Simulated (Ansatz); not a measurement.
**Sn4O7: a changed input and its effect**

System: Sn4O7 (slab, 22 atoms in the cell).
Method of run A: DFT PBEsol, scalar-relativistic, plane waves, PAW, no spin polarisation (Ansatz 0.2.0).

The structure derives from an entry of the Crystallography Open Database. Text and figures count atoms from 1; the logs count them from 0 in places.

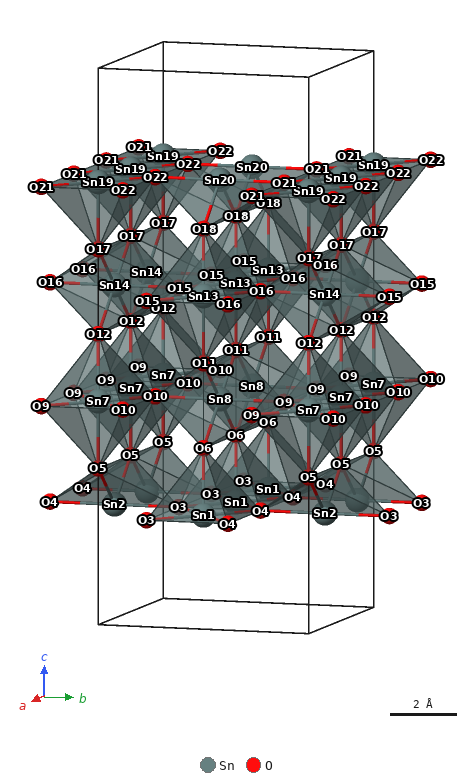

The input geometry (polyhedral view of the 2 × 1 repeat of the cell, with the vacuum cut short, seen slightly off an axis; polyhedra are completed across the faces of the cell; atoms are numbered from 1 in the order of the input). An atom can appear more than once, as a periodic image.

### Input file, run A
```yaml
crystal:
  lattice:
    - [3.2120684225, 0.0, 0.0]
    - [0.0, 6.7443405568, 0.0]
    - [0.0, 0.0, 25.1165108352]
  atoms:
    - { symbol: Sn, position: [0.0, 0.5, 0.2986083556] }
    - { symbol: Sn, position: [0.5, 0.0, 0.2986083556] }
    - { symbol: O, position: [0.5, 0.306276504, 0.2986083556] }
    - { symbol: O, position: [0.5, 0.693723496, 0.2986083556] }
    - { symbol: O, position: [0.0, 0.0, 0.3506274135] }
    - { symbol: O, position: [0.0, 0.5, 0.380850394] }
    - { symbol: Sn, position: [0.0, 0.0, 0.4328694519] }
    - { symbol: Sn, position: [0.5, 0.5, 0.4328694519] }
    - { symbol: O, position: [0.5, 0.806276504, 0.4328694519] }
    - { symbol: O, position: [0.5, 0.193723496, 0.4328694519] }
    - { symbol: O, position: [0.0, 0.5, 0.4848885098] }
    - { symbol: O, position: [0.0, 0.0, 0.5151114902] }
    - { symbol: Sn, position: [0.0, 0.5, 0.5671305481] }
    - { symbol: Sn, position: [0.5, 0.0, 0.5671305481] }
    - { symbol: O, position: [0.5, 0.306276504, 0.5671305481] }
    - { symbol: O, position: [0.5, 0.693723496, 0.5671305481] }
    - { symbol: O, position: [0.0, 0.0, 0.619149606] }
    - { symbol: O, position: [0.0, 0.5, 0.6493725865] }
    - { symbol: Sn, position: [0.0, 0.0, 0.7013916444] }
    - { symbol: Sn, position: [0.5, 0.5, 0.7013916444] }
    - { symbol: O, position: [0.5, 0.806276504, 0.7013916444] }
    - { symbol: O, position: [0.5, 0.193723496, 0.7013916444] }
basis:
  ecutwfc: 300
kpoints:
  mp_grid: { grid: [8, 4, 1] }
hamiltonian:
  xc: pbesol
scf:
  occupations: { method: gaussian, width: 0.05 }
output:
  forces: true
  stress: true
  eigenvalues: true
efield:
  axis: 3
  dipole_correction: true
  ramp_width: 0.04
```

Command:
```bash
ansatz run input.yaml --threads 2 --pin off --max-ram 5120MiB --backend cpu --events-out ev --progress --plain --runs-dir out
```

Hardware: 2 threads of AMD EPYC (Zen 5), 16 GiB of memory available, shared host.

### Output, shortened to warnings, some set-up lines, iterations and results (run A)
```
Warning: basis.ecutwfc = 300 eV is below the records' recommended 420 eV, and the density's cutoff is lower with it unless basis.ecutrho_ratio is high enough to keep the records' density cutoff: compare with a run at a higher cutoff
Basis set: ecut = 300 eV, 6497 PW (Γ), exchange–correlation on 40×80×288 points (8 copies of the dense FFT grid, shifted against one another)
Symmetry: 4 space group operations
k-points: 15 of 32
Initial density: superposition of atomic densities (neutral atoms: chi_scale 0, normalization atom), corrected by the library's trained network
[...]
SCF iter   1: F=—  HF=-55440.426847 eV  |F-HF|=—  |Δ(HF+E_count)|=         —  Δρ=2.14e-2  dr2=1.35e0  ethr=1.77e-3  p=0.000 e·Å  D=1.87e-13 V/Å  ΔV_dip=-0.00 eV  …
SCF iter   2: F=—  HF=-55440.106983 eV  |F-HF|=—  |Δ(HF+E_count)|=   3.20e-1  Δρ=6.36e-3  dr2=1.66e-1  ethr=6.88e-4  p=-0.000 e·Å  D=-1.62e-5 V/Å  ΔV_dip=0.00 eV  …
SCF iter   3: F=—  HF=-55440.087006 eV  |F-HF|=—  |Δ(HF+E_count)|=   2.00e-2  Δρ=3.12e-3  dr2=1.01e-2  ethr=8.49e-5  p=0.000 e·Å  D=5.93e-6 V/Å  ΔV_dip=-0.00 eV  …
SCF iter   4: F=—  HF=-55440.096048 eV  |F-HF|=—  |Δ(HF+E_count)|=   9.04e-3  Δρ=9.46e-4  dr2=2.48e-3  ethr=5.17e-6  p=-0.000 e·Å  D=-1.46e-5 V/Å  ΔV_dip=0.00 eV  …
SCF iter   5: F=—  HF=-55440.096371 eV  |F-HF|=—  |Δ(HF+E_count)|=   3.23e-4  Δρ=2.70e-4  dr2=2.18e-4  ethr=1.27e-6  p=0.000 e·Å  D=9.06e-6 V/Å  ΔV_dip=-0.00 eV  …
SCF iter   6: F=—  HF=-55440.096413 eV  |F-HF|=—  |Δ(HF+E_count)|=   4.21e-5  Δρ=6.79e-5  dr2=1.56e-5  ethr=1.11e-7  p=-0.000 e·Å  D=-5.02e-6 V/Å  ΔV_dip=0.00 eV  …
SCF iter   7: F=—  HF=-55440.096672 eV  |F-HF|=—  |Δ(HF+E_count)|=   2.59e-4  Δρ=3.12e-5  dr2=4.24e-6  ethr=7.94e-9  p=0.000 e·Å  D=6.14e-6 V/Å  ΔV_dip=-0.00 eV  …
SCF iter   8: F=—  HF=-55440.096673 eV  |F-HF|=—  |Δ(HF+E_count)|=   9.15e-7  Δρ=1.26e-5  dr2=8.49e-7  ethr=2.17e-9  p=-0.000 e·Å  D=-4.58e-6 V/Å  ΔV_dip=0.00 eV  …
SCF iter   9: F=-55440.096673 eV  HF=-55440.096673 eV  |F-HF|=1.40e-8  |Δ(HF+E_count)|=   1.47e-7  Δρ=2.62e-6  dr2=3.17e-8  ethr=5.10e-11  p=0.000 e·Å  D=2.27e-6 V/Å  …
SCF 1 converged in 9 iterations: F = -55440.096673 eV  dr2 = 3.17e-8
SCF converged after 9 iterations
Free energy (F): -55440.096673 eV
Harris-Foulkes:  -55440.096673 eV  (|F-HF|=1.40e-8)
Internal energy: -55440.096506 eV  (E = F + TS)
E sigma→0 (E₀):  -55440.096590 eV
Entropy (-TS):   -0.000167 eV (-0.008 meV/atom)
Fermi energy:    4.007606 eV
Dipole field:    D = -0.000016 V/Å  (p = -0.000048 e·Å, saw-weighted, corrected)
Work function:   Φ+ = 3.7873 eV   Φ− = 3.7870 eV
Levels:          The Fermi level and band energies are counted from a zero that moves with the ramp; work functions are not
--- Per-component energies (eV) ---
  E_band       = -1952.359337
  E_kinetic    = 4012.411360
  E_local      = -178584.049127  (includes V_loc(G=0)·N_el)
  E_nonlocal   = 413.285665
  E_hartree    = 88859.069398
  E_xc         = -4048.454483
  E_vxc        = -2082.518548  (∫ρ·V_xc dr)
  E_paw        = -34709.497913  (= ΣΔE_a)
  E_vpaw       = -3429.739700  (= ΣTr[D̂ρ^β])
  E_aug_tail   = 0.127942  (compensation charges beyond the density's cutoff)
  E_efield     = 0.000000  (sawtooth field / dipole correction)
  E_vefield    = 0.000000  (∫n·V_field dr)
  E_ewald      = 68614.237901
  E_core_change = 2.772749  (= ΣΔE_core)
  E_smearing   = -0.000167  (= −TS)
  E_closure    = -0.000000  (closes the sum)
  Σ components = -55440.096673   (vs F -55440.096673, Δ=0.00e0)
--- Forces (eV/Å), atoms counted from 1 ---
  atom   1  Sn     0.00000000     0.00000000     1.65825927
  atom   2  Sn    -0.00000000     0.00000000    -0.40321757
  atom   3  O     -0.00000000     1.20284490    -0.77339158
  atom   4  O     -0.00000000    -1.20284490    -0.77339158
  atom   5  O      0.00000000     0.00000000     0.05974011
  atom   6  O     -0.00000000     0.00000000    -0.17975336
  atom   7  Sn     0.00000000     0.00000000     0.20131595
  atom   8  Sn     0.00000000     0.00000000     0.20907832
  atom   9  O     -0.00000000     0.01388802    -0.05689851
  atom  10  O     -0.00000000    -0.01388802    -0.05689851
  atom  11  O     -0.00000000     0.00000000    -0.05931922
  atom  12  O      0.00000000     0.00000000     0.05934796
  atom  13  Sn    -0.00000000     0.00000000    -0.20135646
  atom  14  Sn    -0.00000000     0.00000000    -0.20911605
  atom  15  O      0.00000000     0.01388771     0.05691235
  atom  16  O      0.00000000    -0.01388771     0.05691235
  atom  17  O      0.00000000     0.00000000     0.17978599
  atom  18  O     -0.00000000     0.00000000    -0.05971055
  atom  19  Sn    -0.00000000     0.00000000    -1.65827619
  atom  20  Sn     0.00000000     0.00000000     0.40320228
  atom  21  O      0.00000000     1.20284885     0.77339645
  atom  22  O      0.00000000    -1.20284885     0.77339645
  max |Σ_I F_I| component: 1.79e-5 eV/Å
[...]
```

The input of run B differs as follows (lines with − go, lines with + come):
```diff
-  ecutwfc: 300
+  ecutwfc: 420
+  n_extra_bands: 30
```

Predict how the results change.

The free energy of run B is 305.4 meV per atom lower, which comes mainly from the change of cutoff or grids; a solver setting shouldn't move a converged energy. The largest force goes from 1.658 to 1.691 eV/Å. More plane waves can only lower the energy of a fixed Hamiltonian, so the higher cutoff gives the lower value. The number of SCF iterations is the same. The plane waves at Γ go from 6497 to 10679.

### Output, shortened to warnings, some set-up lines, iterations and results (run B)
```
Basis set: ecut = 420 eV, 10679 PW (Γ), exchange–correlation on 48×96×360 points (8 copies of the dense FFT grid, shifted against one another)
Symmetry: 4 space group operations
k-points: 15 of 32
Initial density: superposition of atomic densities (neutral atoms: chi_scale 0, normalization atom), corrected by the library's trained network
[...]
SCF iter   1: F=—  HF=-55446.959350 eV  |F-HF|=—  |Δ(HF+E_count)|=         —  Δρ=1.12e-2  dr2=5.87e-1  ethr=1.77e-3  p=0.000 e·Å  D=1.28e-13 V/Å  ΔV_dip=-0.00 eV  …
SCF iter   2: F=—  HF=-55446.828094 eV  |F-HF|=—  |Δ(HF+E_count)|=   1.31e-1  Δρ=3.75e-3  dr2=6.41e-2  ethr=2.99e-4  p=-0.000 e·Å  D=-1.33e-5 V/Å  ΔV_dip=0.00 eV  …
SCF iter   3: F=—  HF=-55446.814284 eV  |F-HF|=—  |Δ(HF+E_count)|=   1.38e-2  Δρ=1.02e-3  dr2=3.82e-3  ethr=3.27e-5  p=0.000 e·Å  D=5.55e-6 V/Å  ΔV_dip=-0.00 eV  …
SCF iter   4: F=—  HF=-55446.814911 eV  |F-HF|=—  |Δ(HF+E_count)|=   6.28e-4  Δρ=4.59e-4  dr2=8.67e-4  ethr=1.95e-6  p=-0.000 e·Å  D=-1.27e-5 V/Å  ΔV_dip=0.00 eV  …
SCF iter   5: F=—  HF=-55446.814950 eV  |F-HF|=—  |Δ(HF+E_count)|=   3.85e-5  Δρ=1.61e-4  dr2=1.16e-4  ethr=4.42e-7  p=0.000 e·Å  D=4.43e-6 V/Å  ΔV_dip=-0.00 eV  …
SCF iter   6: F=—  HF=-55446.814978 eV  |F-HF|=—  |Δ(HF+E_count)|=   2.79e-5  Δρ=4.90e-5  dr2=1.13e-5  ethr=5.91e-8  p=-0.000 e·Å  D=-1.49e-7 V/Å  ΔV_dip=0.00 eV  …
SCF iter   7: F=—  HF=-55446.814734 eV  |F-HF|=—  |Δ(HF+E_count)|=   2.44e-4  Δρ=1.87e-5  dr2=1.43e-6  ethr=5.77e-9  p=-0.000 e·Å  D=-1.57e-7 V/Å  ΔV_dip=0.00 eV  …
SCF iter   8: F=—  HF=-55446.814735 eV  |F-HF|=—  |Δ(HF+E_count)|=   8.25e-7  Δρ=1.13e-5  dr2=5.87e-7  ethr=7.27e-10  p=0.000 e·Å  D=1.28e-7 V/Å  ΔV_dip=-0.00 eV  …
SCF iter   9: F=-55446.814735 eV  HF=-55446.814735 eV  |F-HF|=1.61e-8  |Δ(HF+E_count)|=   9.55e-8  Δρ=2.27e-6  dr2=2.61e-8  ethr=5.10e-11  p=0.000 e·Å  D=8.57e-8 V/Å  …
SCF 1 converged in 9 iterations: F = -55446.814735 eV  dr2 = 2.61e-8
SCF converged after 9 iterations
Free energy (F): -55446.814735 eV
Harris-Foulkes:  -55446.814735 eV  (|F-HF|=1.61e-8)
Internal energy: -55446.814577 eV  (E = F + TS)
E sigma→0 (E₀):  -55446.814656 eV
Entropy (-TS):   -0.000158 eV (-0.007 meV/atom)
Fermi energy:    4.016622 eV
Dipole field:    D = -0.000001 V/Å  (p = -0.000002 e·Å, saw-weighted, corrected)
Work function:   Φ+ = 3.7744 eV   Φ− = 3.7744 eV
Levels:          The Fermi level and band energies are counted from a zero that moves with the ramp; work functions are not
--- Per-component energies (eV) ---
  E_band       = -1948.340844
  E_kinetic    = 3967.170136
  E_local      = -178591.997119  (includes V_loc(G=0)·N_el)
  E_nonlocal   = 453.705770
  E_hartree    = 88866.353810
  E_xc         = -4036.138707
  E_vxc        = -2066.664477  (∫ρ·V_xc dr)
  E_paw        = -34722.953596  (= ΣΔE_a)
  E_vpaw       = -3443.313353  (= ΣTr[D̂ρ^β])
  E_aug_tail   = 0.034478  (compensation charges beyond the density's cutoff)
  E_efield     = 0.000000  (sawtooth field / dipole correction)
  E_vefield    = 0.000000  (∫n·V_field dr)
  E_ewald      = 68614.237901
  E_core_change = 2.772749  (= ΣΔE_core)
  E_smearing   = -0.000158  (= −TS)
  E_closure    = 0.000000  (closes the sum)
  Σ components = -55446.814735   (vs F -55446.814735, Δ=0.00e0)
--- Forces (eV/Å), atoms counted from 1 ---
  atom   1  Sn     0.00000000     0.00000000     1.69078569
  atom   2  Sn    -0.00000000     0.00000000    -0.39350152
  atom   3  O     -0.00000000     1.16012268    -0.73125920
  atom   4  O     -0.00000000    -1.16012268    -0.73125920
  atom   5  O      0.00000000     0.00000000     0.09637332
  atom   6  O     -0.00000000     0.00000000    -0.22667069
  atom   7  Sn     0.00000000     0.00000000     0.19959217
  atom   8  Sn     0.00000000     0.00000000     0.20369423
  atom   9  O     -0.00000000    -0.04778681    -0.05127107
  atom  10  O     -0.00000000     0.04778681    -0.05127107
  atom  11  O     -0.00000000     0.00000000    -0.00379884
  atom  12  O      0.00000000     0.00000000     0.00380298
  atom  13  Sn    -0.00000000     0.00000000    -0.19959487
  atom  14  Sn    -0.00000000     0.00000000    -0.20369664
  atom  15  O      0.00000000    -0.04778647     0.05127178
  atom  16  O      0.00000000     0.04778647     0.05127178
  atom  17  O      0.00000000     0.00000000     0.22667061
  atom  18  O     -0.00000000     0.00000000    -0.09637388
  atom  19  Sn    -0.00000000     0.00000000    -1.69078546
  atom  20  Sn     0.00000000     0.00000000     0.39350186
  atom  21  O      0.00000000     1.16012307     0.73125920
  atom  22  O      0.00000000    -1.16012307     0.73125920
  max |Σ_I F_I| component: 4.04e-7 eV/Å
[...]
```

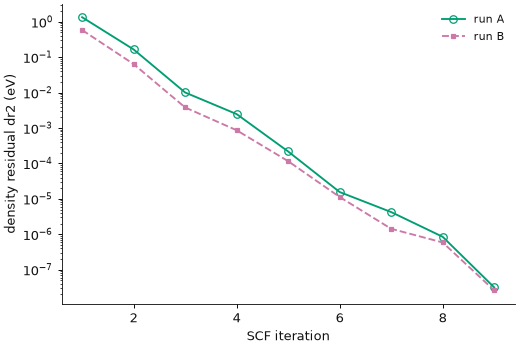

Convergence of the two runs: density residual dr2 against the SCF iteration. Run A takes 9 iterations in all, and run B takes 9.

### The two runs side by side

| quantity | run A | run B |
| --- | --- | --- |
| outcome | converged | converged |
| free energy per atom (eV) | −2520.0044 | −2520.3098 |
| gap on the mesh (eV) | 0.00 | 0.00 |
| work function (eV) | 3.79 | 3.77 |
| largest force (eV/Å) | 1.658 | 1.691 |
| SCF iterations | 9 | 9 |
| irreducible k-points | 15 | 15 |
| plane waves at Γ | 6497 | 10679 |
| wall time (shared host) | 12 s | 16 s |

For run A: Warnings: the cutoff is below the recommended one.
